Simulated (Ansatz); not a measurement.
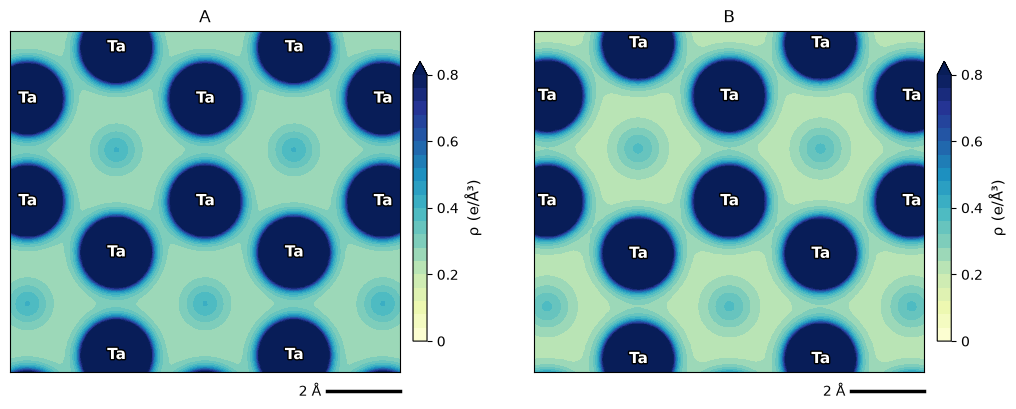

Ta. The valence charge density (pseudo) of two cells that differ in size, on the (001) plane of each (indices in the axes of the calculation cell), at one length scale and on one colour scale: B has 20.1 Å³ an atom and A 18.6.

These are results of DFT, PBE, plane waves (420 eV) with PAW, scalar-relativistic in Ansatz, not measurements.

Core electrons are frozen (PAW), and the valence fields are smoothed inside the atomic spheres.

The larger cell:

```
Ta
1.0
     4.99022    0.00000    0.00000
    -2.49511    4.32166    0.00000
     0.00000    0.00000    2.80177
Ta
3
Direct
  0.00000 0.00000 0.00000
  0.33333 0.66667 0.50000
  0.66667 0.33333 0.50000
```

The smaller cell: a = 4.864 Å, b = 4.864 Å, c = 2.731 Å, α = 90.00°, β = 90.00°, γ = 120.00°.

### What does the compression do to the bonding and the properties?

From the larger cell to the smaller, Ta–Ta goes from 2.88 to 2.81 Å, and the density at its midpoint from 0.28 to 0.31 e/Å³.
